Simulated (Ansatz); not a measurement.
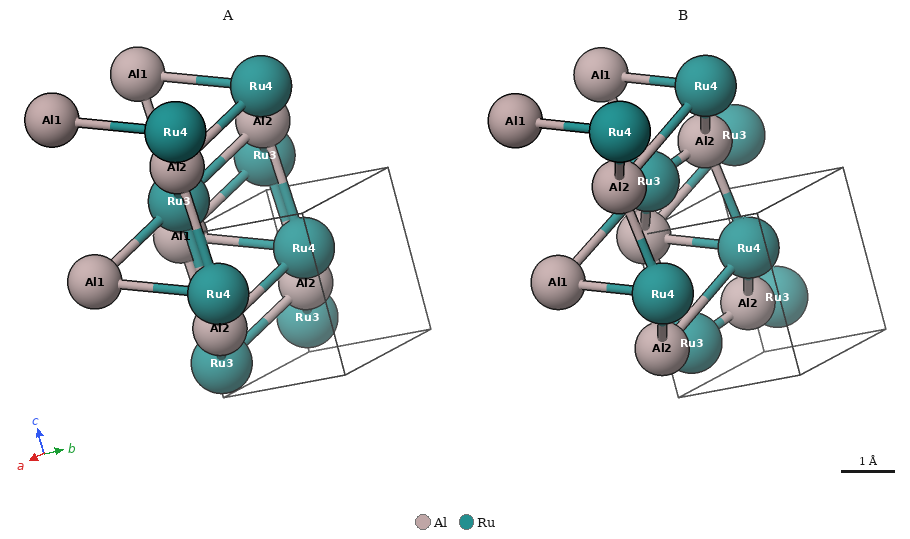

Two geometries of solid AlRu (set up in P1), drawn at one scale. One is the start of a relaxation, the other its converged end. A ball-and-stick model of the cell of the calculation, reduced to other axes, repeated 2 × 1 × 2 with one cell outlined, seen slightly off an axis. Lengths and directions refer to the drawn axes.

Method: DFT PBEsol, scalar-relativistic, plane waves, PAW (Ansatz 0.2.0). (plane-wave cutoff 420 eV; k-point mesh 10 × 10 × 10; occupations gaussian; smearing width 0.15 eV; no spin polarisation; cell and atoms relaxed; force threshold 0.01 eV/Å; at most 80 steps)

### Which one is relaxed?

Structure A is the relaxed one. Case: all atoms moved at random, sigma 0.25 Å for each component; relaxed back. The largest moves, 0.51 Å, are those of Al2 and Ru3. Al2 goes roughly along [−3 0 2]. Largest moves by element: Al 0.51 Å, Ru 0.50 Å. The lattice vectors keep their values. Near-neighbour distances that change, for instance: Al2–Ru3 1.624 → 2.578 Å, Al2–Ru3 (another image) 3.230 → 2.578 Å, Al2–Ru3 (another image) 3.020 → 2.578 Å, Ru3–Ru4 2.569 → 2.977 Å. New bonds form, among them: Al2–Ru3 (3.23 → 2.58 Å). Bond angles that change, for instance: Ru3–Al2–Ru4 151.5° → 180.0°, Al1–Ru3–Al2 151.9° → 180.0°, Ru3–Al2–Ru3 135.1° → 109.5°. The space group (tolerance 0.01 Å) goes from P1 (No. 1) to Pm-3m (No. 221). The energy falls by 2615 meV per atom in 5 accepted moves (6 points after the start). The largest force component goes from 22 to 0.0001 eV/Å. Pressure: 70.11 GPa at the start and −0.03 GPa at the end. At 1 point the geometry stayed and the basis and grid were re-selected for the new cell (energy shift of less than 0.05 meV per atom at most each time). The run took 7.3 min on 1 thread of Arm Neoverse V1, with other jobs on the host, peak memory 0.81 GiB.
